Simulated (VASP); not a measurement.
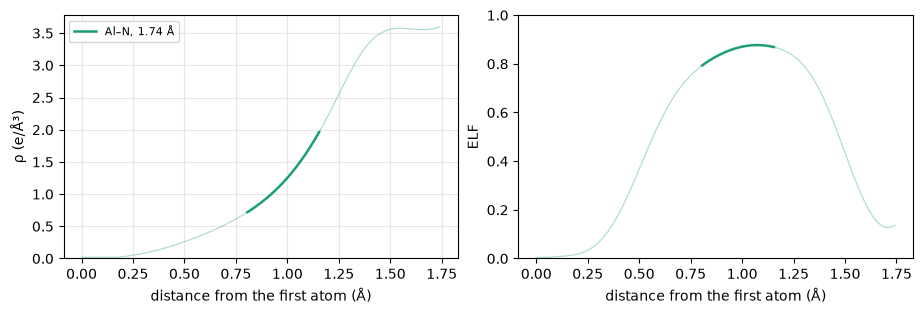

Al₁₂N (slab). Valence charge density (pseudo) and electron localisation function along straight lines between neighbouring atoms. Thin, pale parts lie inside the atomic spheres.

Not relaxed (largest force 1.5 eV/Å).

Computed with Kohn-Sham DFT of a periodic cell, PBE, VASP PAW PBE potentials, recommended in VASP 6.6.1.

Core electrons are frozen (PAW), and the valence fields are smoothed inside the atomic spheres.

### What can be read from the curves?

Al–N (1.74 Å): the density is about 0.87 e/Å³ at the midpoint; the ELF peaks at about 0.90 in the valence shell of N, 0.7 Å from its nucleus, and is about 0.85 at the midpoint.
